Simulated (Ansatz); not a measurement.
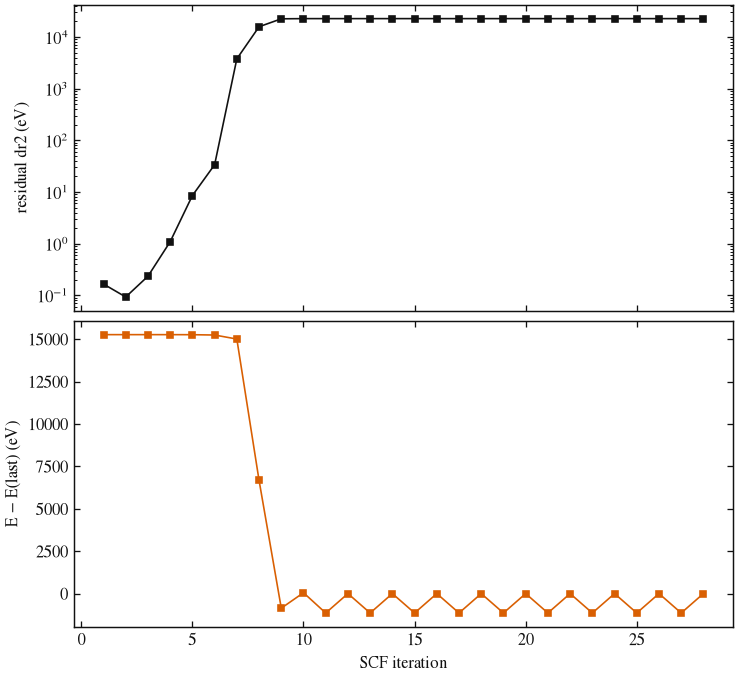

The plot shows the SCF iterations of a calculation: density residual dr2, Harris–Foulkes energy less its last value. The starting density is a sum of atomic densities corrected by a trained network.

ZnH₄S (18 atoms in the cell), run with Ansatz.

```
crystal:
  lattice:
    - [12.4, 0.0, 0.0]
    - [0.0, 13.8, 0.0]
    - [0.0, 0.0, 15.4]
  atoms:
    - { symbol: Zn, position: [0.3843393463, 0.3087202731, 0.3926081026] }
    - { symbol: Zn, position: [0.5980493075, 0.6474327491, 0.3920059138] }
    - { symbol: Zn, position: [0.4414446725, 0.5045011929, 0.6925571464] }
    - { symbol: S, position: [0.4000851066, 0.3681176841, 0.5645759877] }
    - { symbol: S, position: [0.5545580353, 0.6021560162, 0.5642560589] }
    - { symbol: S, position: [0.4682655662, 0.4897289677, 0.3519844327] }
    - { symbol: H, position: [0.2644419697, 0.3326028499, 0.3805364081] }
    - { symbol: H, position: [0.4958527394, 0.2601814014, 0.3913771606] }
    - { symbol: H, position: [0.7030406267, 0.5884424276, 0.3873207262] }
    - { symbol: H, position: [0.5117815136, 0.726594192, 0.3833293895] }
    - { symbol: H, position: [0.336749238, 0.560286185, 0.6727846827] }
    - { symbol: H, position: [0.5361010488, 0.4538319992, 0.7381165466] }
    - { symbol: H, position: [0.2998982942, 0.3456655895, 0.5931979826] }
    - { symbol: H, position: [0.4432357096, 0.2853332669, 0.5966489532] }
    - { symbol: H, position: [0.6565371037, 0.607683874, 0.5954812534] }
    - { symbol: H, position: [0.5288472446, 0.6918024215, 0.5934316657] }
    - { symbol: H, position: [0.391738648, 0.5296044692, 0.3003674816] }
    - { symbol: H, position: [0.5275858996, 0.4587696057, 0.283637223] }
basis:
  ecutwfc: 420
kpoints:
  mp_grid: { grid: [1, 1, 1] }
hamiltonian:
  xc: pbesol
scf:
  occupations: { method: gaussian, width: 0.05 }
  mixing: { algorithm: anderson, beta: 1.0, ndim: 1, preconditioner: none }
  max_iter: 80
output:
  forces: true
  eigenvalues: true
```

Run as:
```bash
ansatz run input.yaml --threads 4 --pin off --max-ram 11264MiB --backend cpu --events-out ev --progress --plain --runs-dir out
```

> Did the calculation converge?

It did not finish: the time limit cut it off after 28 iterations. The residual first climbs from 0.16. In the end the energy jumps back and forth between two values on alternate steps while the residual stays near 2.3 × 10⁴, so the iteration is locked in a two-step cycle.

> Read the residual at the first and at the last step drawn.

It starts near 0.2 and ends near 2 × 10⁴ eV.

> Why did it fail, and what helps?

The input holds a fault, mixing far too strong: scf.mixing set to {"algorithm": "anderson", "beta": 1.0, "ndim": 1, "preconditioner": "none"}. The plot doesn't show it to be the cause; the time allowed was short.
